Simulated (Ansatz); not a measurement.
**Geometry relaxation of GaSb**

GaSb (I-4m2, 2 atoms in the cell), computed with DFT PBE, scalar-relativistic, plane waves, PAW, no spin polarisation (Ansatz 0.2.0).

The structure derives from a Materials Project entry. Figures and captions count atoms from 1; the log counts them from 0 in places.

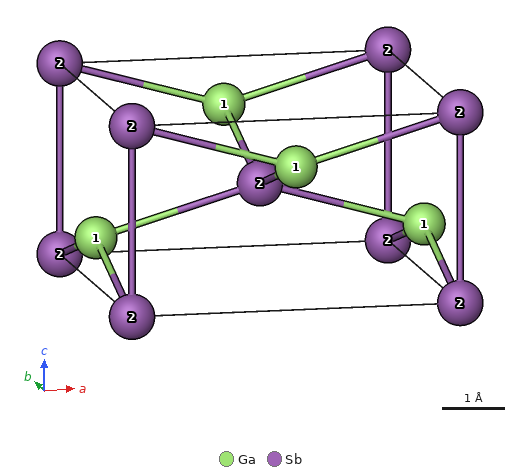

**Figure 1.** The starting structure (ball-and-stick view of the cell 2 times as large as that of the calculation, set on its symmetry axes, seen slightly off an axis; atoms are numbered from 1 in the order of the input).

### Input file
```yaml
crystal:
  lattice:
    - [-2.753434, 2.753434, 1.590707]
    - [2.753434, -2.753434, 1.590707]
    - [2.753434, 2.753434, -1.590707]
  atoms:
    - { symbol: Ga, position: [0.25, 0.75, 0.5] }
    - { symbol: Sb, position: [0.0, 0.0, 0.0] }
basis:
  ecutwfc: 420
kpoints:
  mp_grid: { grid: [16, 16, 16] }
hamiltonian:
  xc: pbe
scf:
  occupations: { method: gaussian, width: 0.1 }
output:
  forces: true
  stress: true
  eigenvalues: true
relax:
  adjacent_minimum: "off"
  f_tol: 0.005
  max_steps: 80
  cell: { stress_tol: 0.05 }
```

Machine: 2 threads of AMD EPYC (Zen 5), 32 GiB of memory available, shared host.

Launched with:
```bash
ansatz run input.yaml --threads 2 --pin off --max-ram 5120MiB --backend cpu --events-out ev --progress --plain --runs-dir out
```

### The program's output
```
Engine: ansatz 0.2.0, x86_64-unknown-linux-gnu
Pseudopotentials: kind: paw
Pseudopotential: Ga, paw, valence charge 13, recommended cutoff 420 eV (normal), Ga.paw.azcp
Pseudopotential: Sb, paw, valence charge 15, recommended cutoff 420 eV (normal), Sb.paw.azcp
Functional definition: PBE
  parameter kappa = 0.804
  parameter beta = 0.06672455060314922
  exchange = pbe_x(kappa = kappa, mu = beta*pi^2/3)
  correlation = pbe_c(beta = beta)
Crystal: 2 atoms, lattice volume = 48.239 Å³
Basis set: ecut = 420 eV, 941 PW (Γ), exchange–correlation on 60×60×60 points (8 copies of the dense FFT grid, shifted against one another)
Bands: 18, of which v1, the nominal top of the filled ones, is band 14 counted from 1 (13 counted from 0)
Symmetry: 8 space group operations
Space group: I-4m2 (ITA 119), of the structure as read, at distance tolerance 3.6e-5 Å
k-points: 349 of 4096 (time reversal used)
Non-local potential: Ga, projectors of the file, l = 0: 2, l = 1: 2, l = 2: 3, l = 3: 1
Non-local potential: Sb, projectors of the file, l = 0: 2, l = 1: 2, l = 2: 2, l = 3: 2
PAW form: soft (Blöchl's): semilocal exchange-correlation on the pseudo side does not see the compensation charge
PAW one-centre angular grid: Ga, 590 points (default); XC on 64 Gauss nodes
PAW one-centre angular grid: Sb, 590 points (default); XC on 64 Gauss nodes
Initial density: superposition of atomic densities (neutral atoms: chi_scale 0, normalization atom), corrected by the library's trained network
Initial wavefunctions: pseudopotential atomic-orbital guess
Functional: x = pbe(κ = 0.804, μ = 0.2195149727645171), c = pbe(β = 0.06672455060314922)
SCF iter   1: F=—  HF=-10267.451666 eV  |F-HF|=—  |Δ(HF+E_count)|=         —  Δρ=1.52e-3  dr2=1.13e-3  ethr=1.77e-3  ⟨swp⟩=5.4  Hψ=30508  notcnv=0
preconditioner: auto → Kerker (q_TF=auto, 2.492 Å⁻¹)  [metal: Δε(μ)=0.011 eV  Ē_g=14.350 eV  σ=0.100 eV  W_gap=0.06  n_scr=16 (ndim 8)  ℏωp=22.7 eV  f_vac=0.000  D(μ)=0.82/eV (n_scr^D=4)]
SCF iter   2: F=—  HF=-10267.450728 eV  |F-HF|=—  |Δ(HF+E_count)|=   9.38e-4  Δρ=9.86e-4  dr2=5.55e-4  ethr=4.02e-6  ⟨swp⟩=2.0  Hψ=12602  notcnv=0
SCF iter   3: F=—  HF=-10267.450743 eV  |F-HF|=—  |Δ(HF+E_count)|=   1.51e-5  Δρ=5.17e-4  dr2=7.45e-5  ethr=1.98e-6  ⟨swp⟩=2.0  Hψ=11124  notcnv=0
SCF iter   4: F=—  HF=-10267.450685 eV  |F-HF|=—  |Δ(HF+E_count)|=   5.75e-5  Δρ=2.32e-4  dr2=1.48e-5  ethr=2.66e-7  ⟨swp⟩=2.0  Hψ=9506  notcnv=0
SCF iter   5: F=—  HF=-10267.450680 eV  |F-HF|=—  |Δ(HF+E_count)|=   5.23e-6  Δρ=1.43e-4  dr2=5.19e-6  ethr=5.28e-8  ⟨swp⟩=2.3  Hψ=10322  notcnv=0
SCF iter   6: F=—  HF=-10267.450677 eV  |F-HF|=—  |Δ(HF+E_count)|=   2.64e-6  Δρ=2.06e-5  dr2=1.66e-7  ethr=1.85e-8  ⟨swp⟩=2.0  Hψ=11124  notcnv=0
SCF iter   7: F=-10267.450677 eV  HF=-10267.450677 eV  |F-HF|=2.51e-8  |Δ(HF+E_count)|=   3.98e-8  Δρ=9.93e-6  dr2=2.55e-8  ethr=3.57e-10  ⟨swp⟩=5.7  Hψ=26885  notcnv=0
SCF 1 converged in 7 iterations: F = -10267.450677 eV  dr2 = 2.55e-8
  greatest PAW one-centre occupation: 0.996 electrons in one spin orbital (limit 2), on the Sb atom at site 1 (counted from 0), in its partial waves of l = 2
relax step   1: F+E_penalty+E_count = -10267.45067734 eV  Δ(F+E_penalty+E_count) = +0.000e0 eV  max|allowed force component| = 3.123e-17 eV/Å  Δτ_max = 0.0000 Å  P = +0.197 GPa  Ω = 48.239 Å³  (7 SCF iters, dr2 threshold 1.00e-7 eV, accepted)
Crystal: 2 atoms, lattice volume = 48.442 Å³
Initial density: handed on by an earlier stage of this run
Initial wavefunctions: those handed on with the density
iter 1 solved again at ethr=6.09e-8 eV; its pass at ethr=3.10e-3 eV (dr2=1.70e-5 eV) is discarded
SCF iter   1: F=—  HF=-10267.451212 eV  |F-HF|=—  |Δ(HF+E_count)|=         —  Δρ=2.26e-4  dr2=2.48e-5  ethr=6.09e-8  ⟨swp⟩=3.0  Hψ=40027  notcnv=0
preconditioner: auto → Kerker (q_TF=auto, 2.490 Å⁻¹)  [metal: Δε(μ)=0.006 eV  Ē_g=14.329 eV  σ=0.100 eV  W_gap=0.04  n_scr=16 (ndim 8)  ℏωp=22.6 eV  f_vac=0.000  D(μ)=0.81/eV (n_scr^D=4)]
SCF iter   2: F=—  HF=-10267.451212 eV  |F-HF|=—  |Δ(HF+E_count)|=   5.06e-7  Δρ=1.51e-4  dr2=1.16e-5  ethr=6.09e-8  ⟨swp⟩=1.0  Hψ=6282  notcnv=0
SCF iter   3: F=—  HF=-10267.451211 eV  |F-HF|=—  |Δ(HF+E_count)|=   1.49e-6  Δρ=2.35e-5  dr2=2.20e-7  ethr=4.15e-8  ⟨swp⟩=2.4  Hψ=8254  notcnv=0
SCF iter   4: F=-10267.451211 eV  HF=-10267.451211 eV  |F-HF|=1.36e-8  |Δ(HF+E_count)|=   1.59e-7  Δρ=1.27e-5  dr2=7.19e-8  ethr=7.14e-10  ⟨swp⟩=6.0  Hψ=28619  notcnv=0
SCF 2 converged in 4 iterations: F = -10267.451211 eV  dr2 = 7.19e-8
relax step   2: F+E_penalty+E_count = -10267.45121051 eV  Δ(F+E_penalty+E_count) = -5.332e-4 eV  max|allowed force component| = 2.429e-17 eV/Å  Δτ_max = 0.0000 Å  P = -0.049 GPa  Ω = 48.442 Å³  energy of the carried Pulay correction = -5.062e-5 eV  (4 SCF iters, dr2 threshold 2.00e-7 eV, accepted)
Crystal: 2 atoms, lattice volume = 48.328 Å³
Basis set: ecut = 420 eV, 933 PW (Γ), exchange–correlation on 60×60×60 points (8 copies of the dense FFT grid, shifted against one another)
iter 1 solved again at ethr=7.72e-8 eV; its pass at ethr=3.10e-3 eV (dr2=2.16e-5 eV) is discarded
SCF iter   1: F=—  HF=-10267.451339 eV  |F-HF|=—  |Δ(HF+E_count)|=         —  Δρ=1.71e-4  dr2=2.52e-5  ethr=7.72e-8  ⟨swp⟩=3.0  Hψ=40260  notcnv=0
preconditioner: auto → Kerker (q_TF=auto, 2.491 Å⁻¹)  [metal: Δε(μ)=0.006 eV  Ē_g=14.338 eV  σ=0.100 eV  W_gap=0.03  n_scr=16 (ndim 8)  ℏωp=22.7 eV  f_vac=0.000  D(μ)=0.80/eV (n_scr^D=4)]
SCF iter   2: F=—  HF=-10267.451338 eV  |F-HF|=—  |Δ(HF+E_count)|=   8.84e-7  Δρ=1.16e-4  dr2=1.21e-5  ethr=7.72e-8  ⟨swp⟩=1.0  Hψ=6282  notcnv=0
SCF iter   3: F=—  HF=-10267.451336 eV  |F-HF|=—  |Δ(HF+E_count)|=   2.73e-6  Δρ=2.31e-5  dr2=3.10e-7  ethr=4.31e-8  ⟨swp⟩=2.0  Hψ=7268  notcnv=0
SCF iter   4: F=-10267.451335 eV  HF=-10267.451335 eV  |F-HF|=1.48e-8  |Δ(HF+E_count)|=   6.55e-8  Δρ=1.23e-5  dr2=6.99e-8  ethr=3.52e-10  ⟨swp⟩=6.0  Hψ=29965  notcnv=0
SCF 3 converged in 4 iterations: F = -10267.451335 eV  dr2 = 6.99e-8
relax step   3: F+E_penalty+E_count = -10267.45133542 eV  Δ(F+E_penalty+E_count) = -1.249e-4 eV  max|allowed force component| = 2.776e-17 eV/Å  Δτ_max = 0.0000 Å  P = +0.044 GPa  Ω = 48.328 Å³  energy of the carried Pulay correction = -2.154e-5 eV  (4 SCF iters, dr2 threshold 9.85e-8 eV, accepted)
Crystal: 2 atoms, lattice volume = 48.377 Å³
iter 1 solved again at ethr=5.24e-9 eV; its pass at ethr=3.10e-3 eV (dr2=1.47e-6 eV) is discarded
SCF iter   1: F=—  HF=-10267.451335 eV  |F-HF|=—  |Δ(HF+E_count)|=         —  Δρ=4.65e-5  dr2=1.78e-6  ethr=5.24e-9  ⟨swp⟩=3.0  Hψ=40574  notcnv=0
preconditioner: auto → Kerker (q_TF=auto, 2.491 Å⁻¹)  [metal: Δε(μ)=0.010 eV  Ē_g=14.333 eV  σ=0.100 eV  W_gap=0.05  n_scr=16 (ndim 8)  ℏωp=22.7 eV  f_vac=0.000  D(μ)=0.80/eV (n_scr^D=4)]
SCF iter   2: F=—  HF=-10267.451338 eV  |F-HF|=—  |Δ(HF+E_count)|=   2.17e-6  Δρ=2.94e-5  dr2=7.49e-7  ethr=5.24e-9  ⟨swp⟩=1.0  Hψ=6282  notcnv=0
SCF iter   3: F=—  HF=-10267.451338 eV  |F-HF|=—  |Δ(HF+E_count)|=   1.38e-7  Δρ=9.94e-6  dr2=4.24e-8  ethr=2.67e-9  ⟨swp⟩=2.0  Hψ=9371  notcnv=0
SCF iter   4: F=-10267.451337 eV  HF=-10267.451337 eV  |F-HF|=6.28e-10  |Δ(HF+E_count)|=   3.60e-8  Δρ=3.59e-6  dr2=6.21e-9  ethr=6.58e-11  ⟨swp⟩=5.0  Hψ=23281  notcnv=0
SCF 4 converged in 4 iterations: F = -10267.451337 eV  dr2 = 6.21e-9
relax step   4: F+E_penalty+E_count = -10267.45133748 eV  Δ(F+E_penalty+E_count) = -2.064e-6 eV  max|allowed force component| = 2.949e-17 eV/Å  Δτ_max = 0.0000 Å  P = -0.001 GPa  Ω = 48.377 Å³  energy of the carried Pulay correction = -3.391e-5 eV  (4 SCF iters, dr2 threshold 1.84e-8 eV, accepted)
Initial wavefunctions: pseudopotential atomic-orbital guess (no wavefunctions were taken with the density)
iter 1 solved again at ethr=1.91e-7 eV; its pass at ethr=3.10e-3 eV (dr2=5.36e-5 eV) is discarded
SCF iter   1: F=—  HF=-10267.451100 eV  |F-HF|=—  |Δ(HF+E_count)|=         —  Δρ=2.60e-4  dr2=6.80e-7  ethr=1.91e-7  ⟨swp⟩=3.1  Hψ=47117  notcnv=0
preconditioner: auto → Kerker (q_TF=auto, 2.491 Å⁻¹)  [metal: Δε(μ)=0.010 eV  Ē_g=14.334 eV  σ=0.100 eV  W_gap=0.05  n_scr=16 (ndim 8)  ℏωp=22.7 eV  f_vac=0.000  D(μ)=0.80/eV (n_scr^D=4)]
SCF iter   2: F=—  HF=-10267.451302 eV  |F-HF|=—  |Δ(HF+E_count)|=   2.02e-4  Δρ=1.32e-4  dr2=1.78e-7  ethr=2.43e-9  ⟨swp⟩=1.5  Hψ=7571  notcnv=0
SCF iter   3: F=—  HF=-10267.451371 eV  |F-HF|=—  |Δ(HF+E_count)|=   6.86e-5  Δρ=1.27e-6  dr2=6.56e-10  ethr=6.34e-10  ⟨swp⟩=1.0  Hψ=6282  notcnv=0
SCF iter   4: F=—  HF=-10267.451371 eV  |F-HF|=—  |Δ(HF+E_count)|=  4.47e-10  Δρ=7.91e-7  dr2=3.27e-10  ethr=2.34e-12  ⟨swp⟩=2.2  Hψ=10265  notcnv=0
SCF iter   5: F=—  HF=-10267.451371 eV  |F-HF|=—  |Δ(HF+E_count)|=  4.00e-11  Δρ=4.04e-7  dr2=1.06e-10  ethr=1.17e-12  ⟨swp⟩=2.0  Hψ=8027  notcnv=0
SCF iter   6: F=-10267.451371 eV  HF=-10267.451371 eV  |F-HF|=3.64e-12  |Δ(HF+E_count)|=  2.18e-11  Δρ=1.39e-7  dr2=1.35e-11  ethr=1.00e-12  ⟨swp⟩=4.9  Hψ=28239  notcnv=0
SCF 5 converged in 6 iterations: F = -10267.451371 eV  dr2 = 1.35e-11
relax step   5: F+E_penalty+E_count = -10267.45137090 eV  Δ(F+E_penalty+E_count) = -3.342e-5 eV  max|allowed force component| = 2.776e-17 eV/Å  Δτ_max = 0.0000 Å  P = -0.002 GPa  Ω = 48.377 Å³  stress off target by 2.15e-3 GPa  SCF on the basis re-selected at this cell (its energy is not comparable with the rows above)  (6 SCF iters)
```

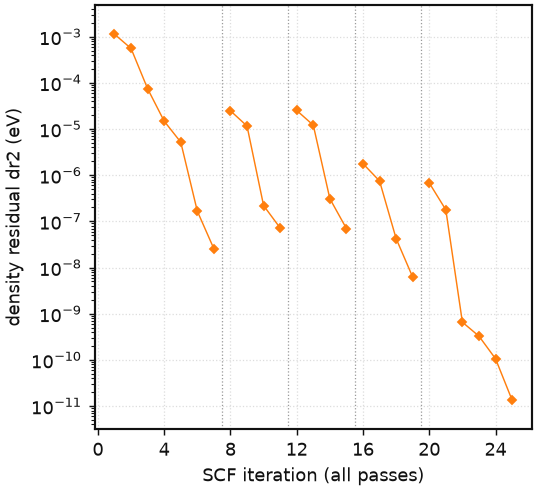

**Figure 2.** Convergence of the self-consistent field: density residual dr2 against the SCF iteration. The dotted lines part the SCF passes of the relaxation: geometry steps, rejected trials and re-solves on a re-selected basis. The 5 passes take 4 to 7 iterations each, 25 in all.

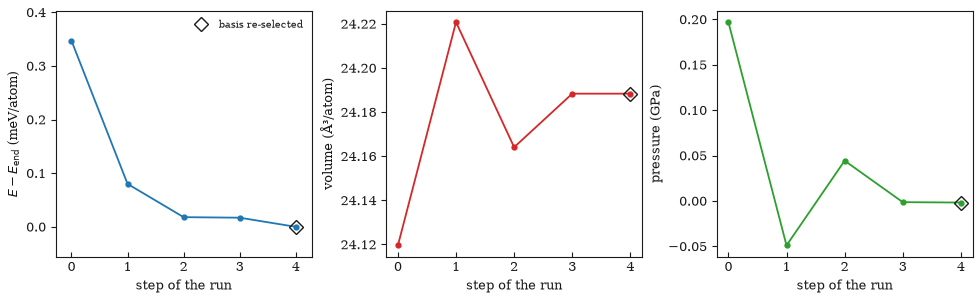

**Figure 3.** Progress of the relaxation, step by step (the first geometry is step 0 here and step 1 in the log).

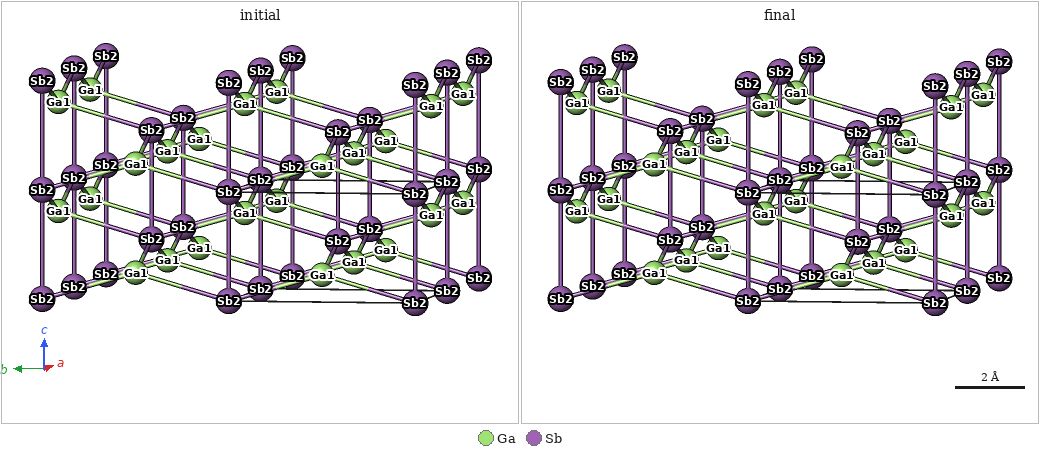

**Figure 4.** Before (left) and after (right) the relaxation, at one scale (ball-and-stick view of the cell 2 times as large as that of the calculation, set on its symmetry axes, repeated 2 × 2 × 2, seen at an oblique angle). The atoms keep their places relative to the cell (all moves are under 0.005 Å). The drawn cell changes as follows: a = b 5.507 → 5.531 Å (+0.4 %), c 3.181 → 3.162 Å (−0.6 %); the volume changes by +0.3 %. Among the contacts that change: Sb2–Sb2 3.181 → 3.162 Å, Ga1–Sb2 2.866 → 2.876 Å. The space group stays I-4m2 (No. 119). Over 3 geometry steps the energy falls by 0.3 meV per atom. All forces vanish by symmetry, so only the cell relaxes. The pressure goes from 0.20 to 0.00 GPa. A last SCF at the same geometry on a re-selected plane-wave basis shifts the energy by next to nothing (0.0 meV per atom). (Atoms are counted from 1 in the order of the input.)

```
basis re-selected at this cell: Δ(F+E_penalty+E_count) = -3.342e-5 eV, ΔP = -0.000 GPa vs the last step (what re-selecting the basis moved, of the pressure what is left beyond the Pulay correction that the steps carried, after the strain that the cell walked since its last selection, with what the two solves' SCF thresholds leave and, on support functions, any second-order correction that the steps lacked; it is no measure of the basis error at this ecutwfc). This SCF's stress stands 2.15e-3 GPa from its target on what of the cell is left free (relax.cell.stress_tol is 5.00e-2 GPa) and its largest allowed force component is 2.78e-17 eV/Å (relax.f_tol is 5.00e-3 eV/Å): within both
SCF converged after 6 iterations
Free energy (F): -10267.451371 eV
Harris-Foulkes:  -10267.451371 eV  (|F-HF|=3.64e-12)
Internal energy: -10267.447353 eV  (E = F + TS)
E sigma→0 (E₀):  -10267.449362 eV
Entropy (-TS):   -0.004017 eV (-2.009 meV/atom)
Fermi energy:    9.898568 eV
--- Per-component energies (eV) ---
  E_band       = -199.297997
  E_kinetic    = 321.261161
  E_local      = -3366.954775  (includes V_loc(G=0)·N_el)
  E_nonlocal   = 784.994600
  E_hartree    = 1558.517909
  E_xc         = -207.471062
  E_vxc        = -153.975100  (∫ρ·V_xc dr)
  E_paw        = -6561.784119  (= ΣΔE_a)
  E_vpaw       = -901.659662  (= ΣTr[D̂ρ^β])
  E_aug_tail   = -0.000117  (compensation charges beyond the density's cutoff)
  E_ewald      = -2796.010951
  E_smearing   = -0.004017  (= −TS)
  E_closure    = 0.000000  (closes the sum)
  Σ components = -10267.451371   (vs F -10267.451371, Δ=0.00e0)
--- Forces (eV/Å), atoms counted from 1 ---
  atom   1  Ga     0.00000000     0.00000000     0.00000000
  atom   2  Sb    -0.00000000     0.00000000     0.00000000
  max |Σ_I F_I| component: 5.55e-17 eV/Å
--- Stress (GPa, compression-positive) ---
       -0.001535       0.000000       0.000000
        0.000000      -0.001535       0.000000
        0.000000       0.000000      -0.002150
  P = ⅓ Tr σ = -0.0017 GPa (-0.017 kbar)
--- Band table (eV; the first three rows and the last of 349) ---
  k-point 0: bands = ["-19.1303", "-19.0261", "-19.0261", "-19.0130", "-19.0115", "-5.0321", "-4.9417", "-4.9370", "-4.9156", "-4.9156", "-2.0188", "6.8576", "8.0134", "8.0134", "13.3217", "15.0210", "16.9400", "16.9400"]
  k-point 1: bands = ["-19.1303", "-19.0261", "-19.0260", "-19.0131", "-19.0113", "-5.0317", "-4.9425", "-4.9366", "-4.9157", "-4.9153", "-1.9849", "6.3898", "8.0540", "8.4072", "13.5030", "14.9536", "16.5906", "16.7448"]
  k-point 2: bands = ["-19.1303", "-19.0261", "-19.0257", "-19.0133", "-19.0106", "-5.0307", "-4.9449", "-4.9354", "-4.9159", "-4.9142", "-1.8842", "5.5806", "8.1750", "9.0063", "14.0303", "14.7396", "15.9911", "16.2466"]
  k-point 348: bands = ["-19.1302", "-19.0235", "-19.0235", "-19.0192", "-18.9992", "-5.0251", "-5.0218", "-4.9097", "-4.9097", "-4.9078", "0.5461", "3.9682", "4.9624", "4.9624", "13.4950", "15.0291", "20.1445", "20.1445"]
--- Relaxed structure (4 steps of the walk, 4 accepted, 1 SCFs on fresh bases) ---
  F+E_penalty+E_count = -10267.45137090 eV   max|allowed force component| = 2.776e-17 eV/Å   (the final SCF, on the basis selected at the relaxed cell)
  cell:  # Å, volume = 48.3767 Å³
    - [-2.76573401765241, 2.76573401765241, 1.58108626944284]
    - [2.76573401765241, -2.76573401765241, 1.58108626944284]
    - [2.76573401765241, 2.76573401765241, -1.58108626944284]
  atoms:
    - { symbol: Ga, position: [0.25000000000000006, 0.75, 0.5] }
    - { symbol: Sb, position: [-1.1789956180442868e-34, -4.013833036378925e-35, 1.4464669154003815e-34] }
```

### Trajectory as extended XYZ (Å, eV, eV/Å), 5 frames, from step=1 to step=5
```
2
Lattice="-2.7534 2.7534 1.5907 2.7534 -2.7534 1.5907 2.7534 2.7534 -1.5907" Properties=species:S:1:pos:R:3:forces:R:3 step=1 energy=-10267.45068 pressure_GPa=0.20
Ga    2.7534    0.0000    0.7954    0.0000   0.0000   0.0000
Sb    0.0000    0.0000    0.0000    0.0000   0.0000   0.0000
2
Lattice="-2.7629 2.7629 1.5864 2.7629 -2.7629 1.5864 2.7629 2.7629 -1.5864" Properties=species:S:1:pos:R:3:forces:R:3 step=2 energy=-10267.45121 pressure_GPa=-0.05
Ga    2.7629    0.0000    0.7932    0.0000   0.0000   0.0000
Sb    0.0000    0.0000    0.0000    0.0000   0.0000   0.0000
2
Lattice="-2.7660 2.7660 1.5792 2.7660 -2.7660 1.5792 2.7660 2.7660 -1.5792" Properties=species:S:1:pos:R:3:forces:R:3 step=3 energy=-10267.45133 pressure_GPa=0.04
Ga    2.7660    0.0000    0.7896    0.0000   0.0000   0.0000
Sb    0.0000    0.0000    0.0000    0.0000   0.0000   0.0000
2
Lattice="-2.7657 2.7657 1.5811 2.7657 -2.7657 1.5811 2.7657 2.7657 -1.5811" Properties=species:S:1:pos:R:3:forces:R:3 step=4 energy=-10267.45134 pressure_GPa=-0.00
Ga    2.7657    0.0000    0.7905    0.0000   0.0000   0.0000
Sb    0.0000    0.0000    0.0000    0.0000   0.0000   0.0000
2
Lattice="-2.7657 2.7657 1.5811 2.7657 -2.7657 1.5811 2.7657 2.7657 -1.5811" Properties=species:S:1:pos:R:3:forces:R:3 step=5 energy=-10267.45137 pressure_GPa=-0.00
Ga    2.7657    0.0000    0.7905    0.0000   0.0000   0.0000
Sb    0.0000    0.0000    0.0000    0.0000   0.0000   0.0000
```

### Key numbers

```csv
quantity,value
outcome,converged
space group (tolerance 0.01 Å),I-4m2 (119)
electrons treated,28
free energy,−10267.4514 eV
Fermi energy,9.899 eV
gap on the k-point mesh,none (metallic)
pressure,0.00 GPa
final volume,48.38 Å³
largest force (length of the vector) at the end,under 0.001 eV/Å
final cell,"a = 4.219 Å, b = 4.219 Å, c = 4.219 Å, α = 98.07°, β = 98.07°, γ = 135.98°"
wall time,22 s (CPU time 44 s)
peak memory,0.78 GiB
```
